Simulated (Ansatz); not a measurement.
**Run report: AlN, single-point calculation**

System: AlN (P6₃mc, 4 atoms in the cell).
Method: DFT r2SCAN, scalar-relativistic, plane waves, PAW, no spin polarisation (Ansatz 0.2.0).

The structure was made by swapping elements on the sites of another compound; it need not be a known phase. It belongs to a series of runs on one base structure; here: Ga -> Al on all its sites, cell and atoms relaxed. Figures and captions count atoms from 1; the log counts them from 0 in places.

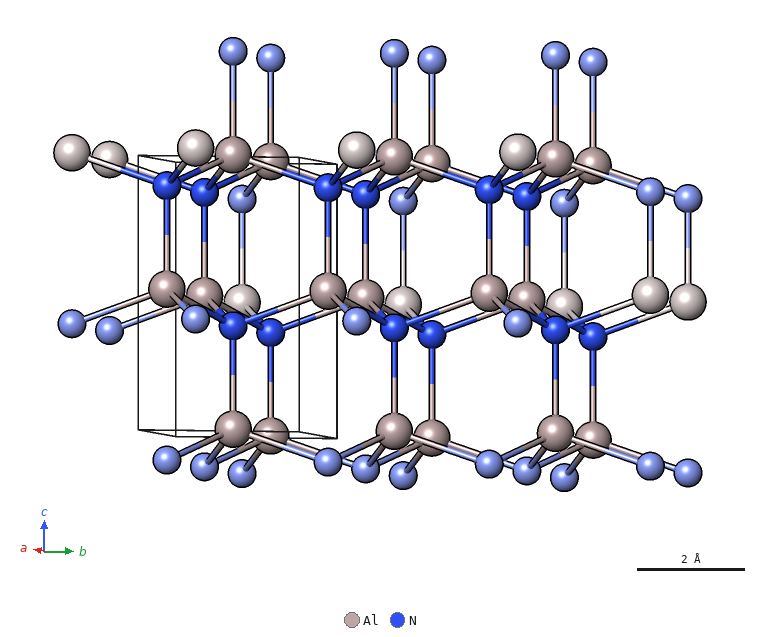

The input geometry (ball-and-stick view of the cell of the calculation, repeated 2 × 3 × 1, seen at an oblique angle; neighbours outside the cell are drawn fainter). Near neighbours in the crystal (not all of them lie inside the picture): Al has 4 N at 1.94 to 1.95 Å; N has 4 Al at 1.94 to 1.95 Å.

**Key numbers**

- outcome: converged
- space group (tolerance 0.01 Å): P6₃mc (186)
- electrons treated: 16
- free energy: −1856.8014 eV
- Fermi energy: 8.130 eV
- gap on the k-point mesh: 4.27 eV
- pressure: −14.17 GPa
- largest force (length of the vector): 0.125 eV/Å
- hardware: 1 thread of Oxide Virtual Turin-like (Zen 5), 32 GiB of memory available, shared host
- wall time: 2.5 s
- peak memory: 0.43 GiB

The cell is under a tension of 14.2 GPa at this level, so it is not at its equilibrium volume.

**Input file**
```yaml
crystal:
  lattice:
    - [3.172613253, 0.0, 0.0]
    - [-1.5863066265, 2.7475636735, 0.0]
    - [0.0, 0.0, 5.1665105932]
  atoms:
    - { symbol: Al, position: [0.6666666667, 0.3333333333, 0.4991072756] }
    - { symbol: Al, position: [0.3333333333, 0.6666666667, 0.9991072756] }
    - { symbol: "N", position: [0.6666666667, 0.3333333333, 0.8758927244] }
    - { symbol: "N", position: [0.3333333333, 0.6666666667, 0.3758927244] }
basis:
  ecutwfc: 500
kpoints:
  mp_grid: { grid: [6, 6, 4] }
hamiltonian:
  xc: r2scan
scf:
  occupations: { method: gaussian, width: 0.1 }
output:
  forces: true
  stress: true
  eigenvalues: true
```

Command:
```bash
ansatz run input.yaml --threads 1 --pin off --max-ram 2560MiB --backend cpu --events-out ev --progress --plain --runs-dir out
```

**What the program printed**
```
Engine: ansatz 0.2.0, x86_64-unknown-linux-gnu
Pseudopotentials: kind: paw
Pseudopotential: Al, paw, valence charge 3, recommended cutoff 500 eV (meta_gga), Al.paw.azcp
Pseudopotential: N, paw, valence charge 5, recommended cutoff 500 eV (meta_gga), N.paw.azcp
Functional definition: r2SCAN
  parameter k0 = 0.174
  parameter k1 = 0.065
  parameter a1 = 4.9479
  exchange = r2scan_x(k0 = k0, k1 = k1, a1 = a1)
  correlation = r2scan_c
Crystal: 4 atoms, lattice volume = 45.036 Å³
Basis set: ecut = 500 eV, 1105 PW (Γ), exchange–correlation on 96×96×160 points (64 copies of the dense FFT grid, shifted against one another)
Bands: 12, of which v1, the nominal top of the filled ones, is band 8 counted from 1 (7 counted from 0)
Symmetry: 12 space group operations
Space group: P63mc (ITA 186), of the structure as read, at distance tolerance 3.6e-5 Å
k-points: 21 of 144 (time reversal used)
Non-local potential: Al, projectors of the file, l = 0: 2, l = 1: 2, l = 2: 1
Non-local potential: N, projectors of the file, l = 0: 2, l = 1: 2, l = 2: 1
PAW form: soft (Blöchl's): semilocal exchange-correlation on the pseudo side does not see the compensation charge
PAW frozen core: Al, regenerated for the run's functional (the file was generated under x = pbe(κ = 0.804, μ = 0.2195149727645171), c = pbe(β = 0.06672455060314922))
PAW frozen core: N, regenerated for the run's functional (the file was generated under x = pbe(κ = 0.804, μ = 0.2195149727645171), c = pbe(β = 0.06672455060314922))
PAW one-centre angular grid: Al, 302 points (default); XC on 160 Gauss nodes
PAW one-centre angular grid: N, 302 points (default); XC on 160 Gauss nodes
Initial density: superposition of atomic densities (neutral atoms: chi_scale 0, normalization atom), corrected by the library's trained network
Initial wavefunctions: pseudopotential atomic-orbital guess
Functional: x = r2scan, c = r2scan; τ floored in thin density (d = 2e-4 eV/Å³)
SCF iter   1: F=—  HF=-1856.677099 eV  |F-HF|=—  |Δ(HF+E_count)|=         —  Δρ=6.53e-3  dr2=1.97e-2  dr2_τ=2.54e-1  ethr=1.77e-3  ⟨swp⟩=5.3  Hψ=1597  notcnv=0
preconditioner: auto → none  [insulator: Δε(μ)=4.192 eV  Ē_g=13.586 eV  σ=0.100 eV  W_gap=1.00  n_scr=8 (ndim 8)  ℏωp=22.1 eV  f_vac=0.000  D(μ)=0.00/eV (n_scr^D=0)  ε∞_Penn≈3.7]
SCF iter   2: F=—  HF=-1856.801812 eV  |F-HF|=—  |Δ(HF+E_count)|=   1.25e-1  Δρ=4.47e-3  dr2=3.99e-3  dr2_τ=3.66e-4  ethr=1.23e-4  ⟨swp⟩=2.0  Hψ=672  notcnv=0
SCF iter   3: F=—  HF=-1856.801430 eV  |F-HF|=—  |Δ(HF+E_count)|=   3.82e-4  Δρ=8.91e-4  dr2=3.13e-4  dr2_τ=8.47e-5  ethr=2.49e-5  ⟨swp⟩=1.0  Hψ=252  notcnv=0
SCF iter   4: F=—  HF=-1856.801383 eV  |F-HF|=—  |Δ(HF+E_count)|=   4.71e-5  Δρ=2.64e-4  dr2=3.60e-5  dr2_τ=1.87e-6  ethr=1.96e-6  ⟨swp⟩=2.0  Hψ=396  notcnv=0
SCF iter   5: F=—  HF=-1856.801375 eV  |F-HF|=—  |Δ(HF+E_count)|=   7.83e-6  Δρ=2.27e-5  dr2=1.45e-7  dr2_τ=5.50e-8  ethr=2.25e-7  ⟨swp⟩=2.1  Hψ=375  notcnv=0
SCF iter   6: F=-1856.801375 eV  HF=-1856.801375 eV  |F-HF|=2.78e-9  |Δ(HF+E_count)|=   1.73e-7  Δρ=8.85e-6  dr2=3.90e-8  dr2_τ=1.16e-9  ethr=6.25e-10  ⟨swp⟩=5.4  Hψ=1259  notcnv=0
SCF 1 converged in 6 iterations: F = -1856.801375 eV  dr2 = 3.90e-8
  greatest PAW one-centre occupation: 0.789 electrons in one spin orbital (limit 2), on the N atom at site 3 (counted from 0), in its partial waves of l = 0
```

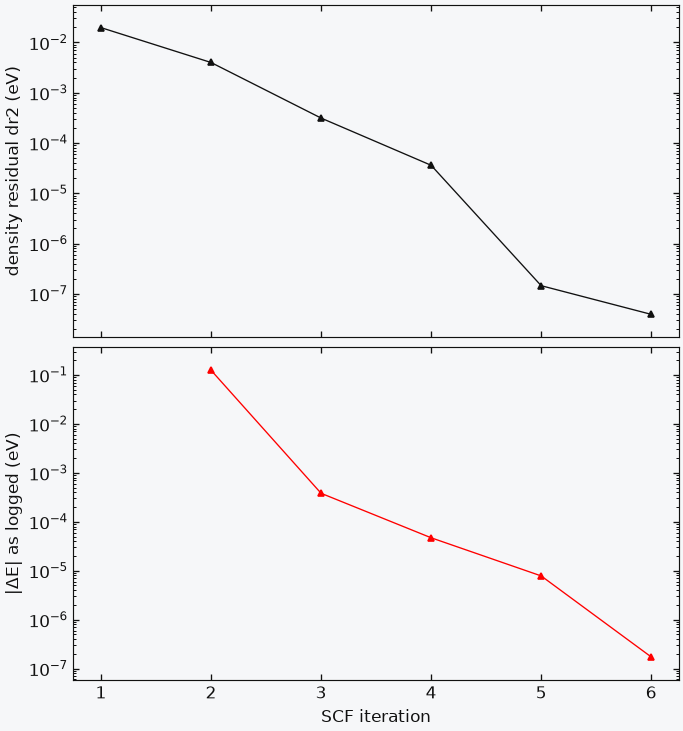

Convergence of the self-consistent field: density residual dr2 and size of the energy change against the SCF iteration. The residual falls at every step.

```
SCF converged after 6 iterations
Free energy (F): -1856.801375 eV
Harris-Foulkes:  -1856.801375 eV  (|F-HF|=2.78e-9)
Internal energy: -1856.801375 eV  (E = F + TS)
E sigma→0 (E₀):  -1856.801375 eV
Fermi energy:    8.130136 eV
--- Per-component energies (eV) ---
  E_band       = 12.784760
  E_kinetic    = 314.412915
  E_local      = -462.743452  (includes V_loc(G=0)·N_el)
  E_nonlocal   = 107.101585
  E_hartree    = 161.403258
  E_xc         = -195.684933
  E_vxc        = -235.674702  (∫ρ·V_xc dr)
  E_paw        = -1203.866623  (= ΣΔE_a)
  E_vpaw       = -45.873955  (= ΣTr[D̂ρ^β])
  E_aug_tail   = 0.000036  (compensation charges beyond the density's cutoff)
  E_vtau       = 12.760061  (kinetic-family band-sum trace: ∫τ·v_τ [+ j·A + Jᵃ·Aᵃ] dr)
  E_ewald      = -577.244816
  E_core_change = -0.179345  (= ΣΔE_core)
  E_smearing   = -0.000000  (= −TS)
  E_closure    = -0.000000  (closes the sum)
  Σ components = -1856.801375   (vs F -1856.801375, Δ=0.00e0)
--- Forces (eV/Å), atoms counted from 1 ---
  atom   1  Al     0.00000000     0.00000000    -0.12475016
  atom   2  Al    -0.00000000    -0.00000000    -0.12475016
  atom   3  N      0.00000000     0.00000000     0.12478620
  atom   4  N     -0.00000000    -0.00000000     0.12478620
  max |Σ_I F_I| component: 7.21e-5 eV/Å
--- Stress (GPa, compression-positive) ---
      -13.267191       0.000000      -0.000000
        0.000000     -13.267191      -0.000000
       -0.000000      -0.000000     -15.982269
  P = ⅓ Tr σ = -14.1722 GPa (-141.722 kbar)
--- Band table (eV; the first three rows and the last of 21) ---
  k-point 0: bands = ["-9.3963", "-7.5727", "0.3292", "5.3689", "5.3689", "5.9698", "5.9698", "5.9945", "10.2658", "13.0788", "16.9178", "17.7400"]
  k-point 1: bands = ["-9.1866", "-7.9217", "1.0419", "4.8156", "5.4528", "5.4528", "5.8777", "5.8777", "11.2638", "13.1376", "16.6063", "17.7133"]
  k-point 2: bands = ["-8.6186", "-8.6186", "2.7743", "2.7743", "5.6611", "5.6611", "5.6611", "5.6611", "12.6695", "12.6695", "16.6893", "16.6893"]
  k-point 20: bands = ["-7.1578", "-7.1578", "1.4995", "1.4995", "2.4904", "2.4904", "5.2412", "5.2412", "13.8841", "13.8841", "14.2143", "14.2143"]
```

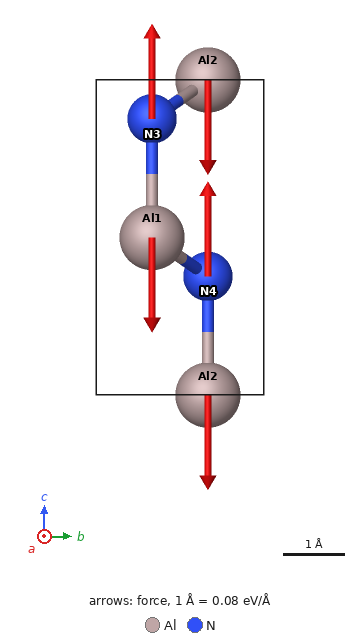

Forces on the atoms as red arrows (ball-and-stick view of the cell of the calculation, along the a axis; atoms are numbered from 1 in the order of the input). The largest act on N3, N4 (0.12 eV/Å); Al1, Al2 (0.12 eV/Å). The geometry is not a stationary point of this energy.

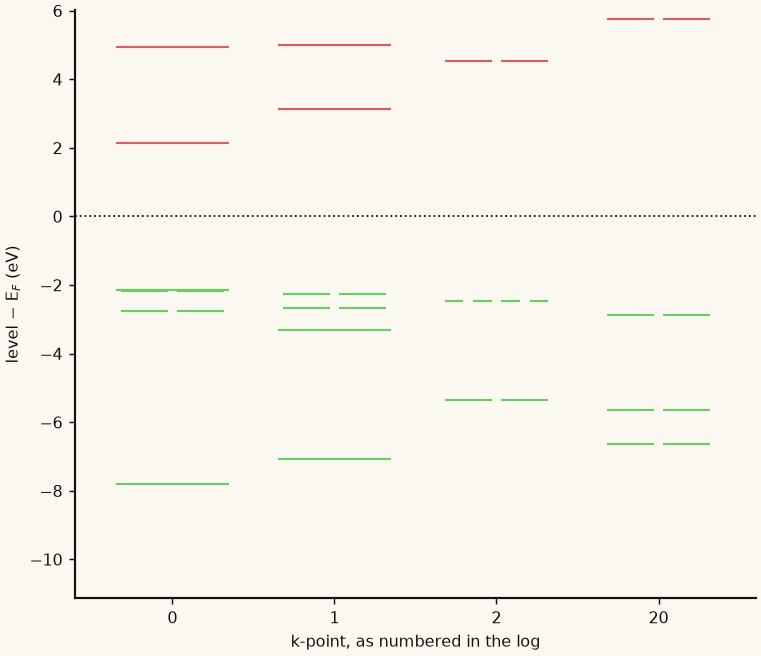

Kohn–Sham levels near the Fermi level (dotted) at the few k-points that the log prints; levels within 0.02 eV of each other stand side by side. Among these points the highest filled and lowest empty levels are 4.27 eV apart, which is the gap on the mesh.
